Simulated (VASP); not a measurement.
# AlN: polarisation along the polar distortion

How large is the polarisation of AlN against a centred reference, and what does the path between them cost?

Method: LDA; plane waves and PAW (Al, N), in the first sound run; inputs show where later runs differ, in VASP 6.6.1.

### 1. The starting structure

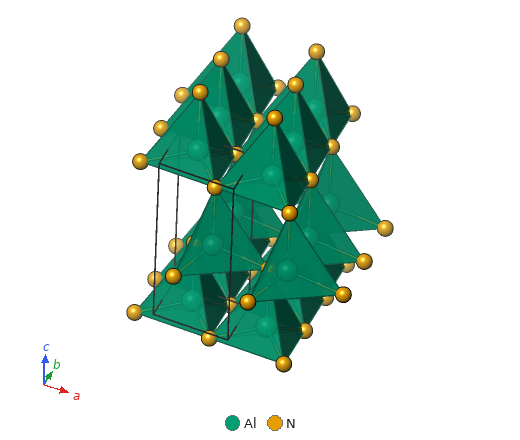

The starting structure, seen slightly off an axis (aluminium teal, nitrogen orange). 2×3×1 cells are drawn. Some periodic images of atoms are drawn too.

### 2. Relax the crystal, LDA

The polar end is relaxed first.

This step took 2 runs in a row; the last is shown.

Level: LDA; plane waves and PAW (Al, N).

File INCAR:

```
SYSTEM = AlN
PREC = Accurate
ENCUT = 520
EDIFF = 1E-07
NELM = 120
ISMEAR = 0
SIGMA = 0.02
LREAL = .FALSE.
ALGO = Normal
GGA = CA
NBANDS = 14
LASPH = .TRUE.
LORBIT = 11
LWAVE = .FALSE.
LCHARG = .FALSE.
KPAR = 8
IBRION = 2
NSW = 80
ISIF = 3
EDIFFG = -0.005
POTIM = 0.4
```

File POSCAR:

```
AlN
1.0
    3.0918229846      0.0000000000      0.0000000000
   -1.5459114923      2.6775972491      0.0000000000
    0.0000000000      0.0000000000      4.9495427074
Al N
2 2
Direct
    0.3333333333      0.6666666667      0.0000703762
    0.6666666667      0.3333333333      0.5000703762
    0.3333333333      0.6666666667      0.3819296238
    0.6666666667      0.3333333333      0.8819296238
```

File KPOINTS:

```
Automatic mesh
0
Gamma
10 10 6
0 0 0
```

PAW data sets: Al and N (LDA family, release 64).

Launch:

```sh
$ mpirun -np 8 vasp_std
```

The program printed:

```text
[banner, memory and clock lines left out]
running    8 mpi-ranks, on    1 nodes
[...]
|                                                                             |
|           W    W    AA    RRRRR   N    N  II  N    N   GGGG   !!!           |
|           W    W   A  A   R    R  NN   N  II  NN   N  G    G  !!!           |
|           W    W  A    A  R    R  N N  N  II  N N  N  G       !!!           |
|           W WW W  AAAAAA  RRRRR   N  N N  II  N  N N  G  GGG   !            |
|           WW  WW  A    A  R   R   N   NN  II  N   NN  G    G                |
|           W    W  A    A  R    R  N    N  II  N    N   GGGG   !!!           |
|                                                                             |
|     For optimal performance we recommend to set                             |
|       NCORE = 2 up to number-of-cores-per-socket                            |
|     NCORE specifies how many cores store one orbital (NPAR=cpu/NCORE).      |
|     This setting can greatly improve the performance of VASP for DFT.       |
[...]
|     Unfortunately you need to use the default for GW and RPA                |
|     calculations (for HF NCORE is supported but not extensively tested      |
|     yet).                                                                   |
|                                                                             |

 LDA part: xc-table for (Slater(with rela. corr.)+CA(PZ))
 , standard interpolation
 POSCAR, INCAR and KPOINTS ok, starting setup
[...]
entering main loop
       N       E                     dE             d eps       ncg     rms          rms(c)
DAV:   1     0.414755251004E+02    0.41476E+02   -0.75411E+03  1584   0.102E+03
DAV:   2    -0.345490844795E+02   -0.76025E+02   -0.70126E+02  2162   0.195E+02
DAV:   3    -0.379534007891E+02   -0.34043E+01   -0.33923E+01  2108   0.431E+01
DAV:   4    -0.379728433907E+02   -0.19443E-01   -0.19441E-01  1754   0.395E+00
[...]
DAV:  12    -0.328413815590E+02    0.38788E-06   -0.21029E-06  2000   0.111E-02    0.509E-03
DAV:  13    -0.328413813994E+02    0.15956E-06   -0.97149E-07  2060   0.742E-03    0.957E-04
DAV:  14    -0.328413814170E+02   -0.17616E-07   -0.15341E-08  1138   0.104E-03
   1 F= -.32841381E+02 E0= -.32841381E+02  d E =-.328414E+02
[...]
reached required accuracy - stopping structural energy minimisation
```

Wall time 5.8 s (8 MPI ranks of Intel Xeon Platinum 8488C (Sapphire Rapids), shared host); peak memory 1.3 GiB; 41 s of CPU time.

The logs omit lines about the potential files and the build; timing stands in the text.

OUTCAR, selected parts (step 2):

```text
  Total       -0.0132807     -0.0132807     -0.0121971      0.0000000      0.0000000      0.0000000
  in kB       -0.5192878     -0.5192878     -0.4769178      0.0000000      0.0000000      0.0000000
  external PRESSURE =      -0.5051644 kB  Pullay stress =       0.0000000 kB

 POSITION                                       TOTAL-FORCE (eV/Angst)
 -----------------------------------------------------------------------------------
     -0.00000      1.78506      0.00035         0.000000      0.000000     -0.003794
      1.54591      0.89253      2.47512        -0.000000     -0.000000     -0.003794
     -0.00000      1.78506      1.89038         0.000000     -0.000000      0.003794
      1.54591      0.89253      4.36515        -0.000000      0.000000      0.003794
 -----------------------------------------------------------------------------------
    total drift:                               -0.000000      0.000000     -0.000492

  FREE ENERGIE OF THE ION-ELECTRON SYSTEM (eV)
  ---------------------------------------------------
  free  energy   TOTEN  =       -32.8413814170 eV

  energy  without entropy=      -32.8413814170  energy(sigma->0) =      -32.84138142

 reached required accuracy - stopping structural energy minimisation

[... 3 further parts left out ...]
[key lines of the parts left out:]
E-fermi :   6.1974
```

Read from the output:

* energy(sigma→0) of the program: -32.8414 eV
* stress, compression positive: xx, yy, zz -0.05, -0.05, -0.05 GPa
* volume: 40.976 Å³
* ionic steps: 1

### 3. Berry phase, LDA

The centred structure lies half way between the polar one and its mirror or inverted image (space group 194 within 0.02 Å; largest move 0.30 Å). One point of the path in full, at 0.6 of the distortion.

Level: LDA; plane waves and PAW (Al, N).

File INCAR:

```
SYSTEM = AlN
PREC = Accurate
ENCUT = 520
EDIFF = 1E-07
NELM = 100
ISMEAR = 0
SIGMA = 0.02
LREAL = .FALSE.
ALGO = Normal
GGA = CA
NBANDS = 14
LASPH = .TRUE.
LWAVE = .FALSE.
LCHARG = .FALSE.
LCALCPOL = .TRUE.
DIPOL = 0.123 0.137 0.119
ISIF = 2
```

File POSCAR:

```
AlN
1.0
    3.0918229846      0.0000000000      0.0000000000
   -1.5459114923      2.6775972491      0.0000000000
    0.0000000000      0.0000000000      4.9495427074
Al N
2 2
Direct
    0.3333333330      0.6666666670      0.9760422260
    0.6666666670      0.3333333330      0.4760422260
    0.3333333330      0.6666666670      0.4051577740
    0.6666666670      0.3333333330      0.9051577740
```

File KPOINTS:

```
Automatic mesh
0
Gamma
11 11 8
0 0 0
```

Launch:

```sh
$ mpirun -np 2 vasp_std
```

The program printed:

```text
[banner, memory and clock lines left out]
running    2 mpi-ranks, on    1 nodes
[...]
LDA part: xc-table for (Slater(with rela. corr.)+CA(PZ))
 , standard interpolation
 POSCAR, INCAR and KPOINTS ok, starting setup
[...]
entering main loop
       N       E                     dE             d eps       ncg     rms          rms(c)
DAV:   1     0.432704234999E+02    0.43270E+02   -0.74961E+03  2240   0.102E+03
DAV:   2    -0.340218955461E+02   -0.77292E+02   -0.71091E+02  3102   0.196E+02
DAV:   3    -0.376975957539E+02   -0.36757E+01   -0.36566E+01  3062   0.439E+01
DAV:   4    -0.377199024553E+02   -0.22307E-01   -0.22304E-01  2384   0.415E+00
[...]
DAV:  11    -0.323922997515E+02    0.51878E-04   -0.12594E-04  2846   0.926E-02    0.140E-02
DAV:  12    -0.323923001576E+02   -0.40611E-06   -0.31613E-06  2768   0.139E-02    0.557E-03
DAV:  13    -0.323923001320E+02    0.25598E-07   -0.29470E-07  2858   0.445E-03
 p_tot=( -0.270E+01 -0.587E+01  0.265E+01 )
   1 F= -.32392300E+02 E0= -.32392300E+02  d E =-.320388E-21
```

It took 53 s on 2 MPI ranks; peak memory 0.4 GiB; 1.7 min of CPU time.

From OUTCAR (step 3):

```text
  Total        2.8310820      2.8310820     -3.0939029      0.0000000      0.0000000      0.0000000
  in kB      110.6975690    110.6975691   -120.9740750      0.0000000      0.0000000      0.0000000
  external PRESSURE =      33.4736877 kB  Pullay stress =       0.0000000 kB

 POSITION                                       TOTAL-FORCE (eV/Angst)
 -----------------------------------------------------------------------------------
     -0.00000      1.78506      4.83096         0.000000      0.000000      1.431253
      1.54591      0.89253      2.35619        -0.000000      0.000000      1.431253
     -0.00000      1.78506      2.00535         0.000000      0.000000     -1.431253
      1.54591      0.89253      4.48012        -0.000000     -0.000000     -1.431253
 -----------------------------------------------------------------------------------
    total drift:                               -0.000001      0.000000     -0.001224

  FREE ENERGIE OF THE ION-ELECTRON SYSTEM (eV)
  ---------------------------------------------------
  free  energy   TOTEN  =       -32.3923001320 eV

  energy  without entropy=      -32.3923001320  energy(sigma->0) =      -32.39230013

[... 1 part as in an earlier step ...]

[... 2 further parts left out ...]
[key lines of the parts left out:]
E-fermi :   6.8975
```

Read from the output:

| Item | Value |
| --- | --- |
| energy(sigma→0) of the program | -32.3923 eV |
| stress, compression positive | xx, yy, zz 11.07, 11.07, -12.10 GPa |

The run ends at a pressure of 3.35 GPa, with forces up to 1.4 eV/Å.

### 4. The whole series

The other members went through these steps as far as the tables show, at the cell of the polar end; 11 runs are not shown. The session took 0.36 core hours (wall time by ranks) on a shared machine.

The Berry phase fixes the polarisation only up to a quantum, here 194 µC/cm², so branches are joined from point to point; the sign is set positive along the polar axis, and energies count from the end point of the series.

| fraction of the polar distortion | polarisation, branches joined (µC/cm²) | energy above the polar end (meV/f.u.) | gap on the mesh (eV) |
| --- | --- | --- | --- |
| 0 | 0.00 | 546.06 | 2.89 |
| 0.10 | 14.65 | 535.20 | 2.91 |
| 0.20 | 29.19 | 503.30 | 2.99 |
| 0.30 | 43.54 | 452.35 | 3.11 |
| 0.40 | 57.63 | 385.66 | 3.26 |
| 0.50 | 71.40 | 307.78 | 3.44 |
| 0.60 | 84.85 | 224.54 | 3.63 |
| 0.70 | 97.97 | 142.98 | 3.83 |
| 0.80 | 110.78 | 71.50 | 4.02 |
| 0.90 | 123.33 | ? | 4.21 |
| 1 | 135.64 | 0.00 | 4.40 |

### 5. A double well from the known rows

Fitting a parabola to the 10 known rows (u: square of the distortion) gives E = 542.4 u² − 1088 u + 546.0 in meV/f.u.; the residuals are 0.061 meV/f.u. r.m.s.

For the withheld row, u = 0.81, the fit gives 20.25 meV/f.u.

### 6. The withheld row

The calculation gives 19.96 meV/f.u., so the prediction is 0.29 meV/f.u. too high, more than twice the residual of the fit.

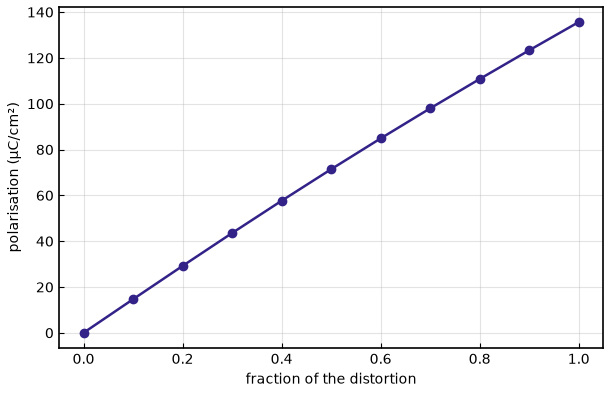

Polarisation along the path.

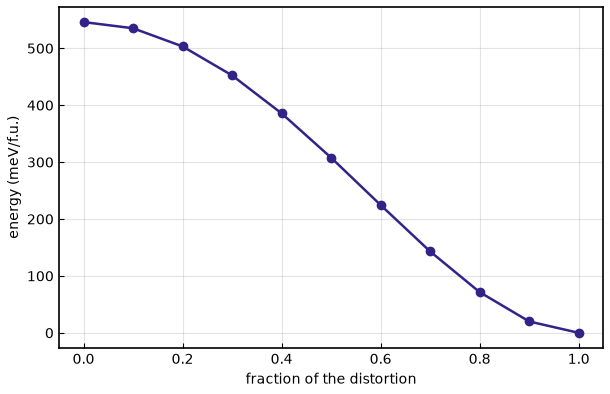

Energy along the path.

### 7. Summary of results

```json
{
  "polarisation at the last point": "135.6 µC/cm²",
  "energy of the centred structure": "546 meV/f.u.",
  "highest point of the path": "546 meV/f.u.",
  "error of the predicted energy": "0.29 meV/f.u."
}
```

**Reading.** The largest step between points is 14.6 µC/cm², well under half the quantum, so the joining is safe. The polarisation departs from a straight line by up to 3.6 µC/cm². The smallest gap on the mesh along the path is 2.89 eV. The value belongs to this centred reference; where a crystal has several, another path can give another value. A straight path at a fixed cell bounds the barrier of uniform switching from above; where films switch at all, they do so at domain walls.

[Lines on the potential files, build, host, timing and source positions are cut from VASP's logs without a mark.]

[Logs are printed without paths, hosts, clocks, repeated set-up lines and the standing remarks that a program may print on its own settings, such as how far it seeks lower states.]

[Hosts, paths, dates, database ids (printed as entryN), source tags and the programs' standing remarks are cut or masked in the printed files.]
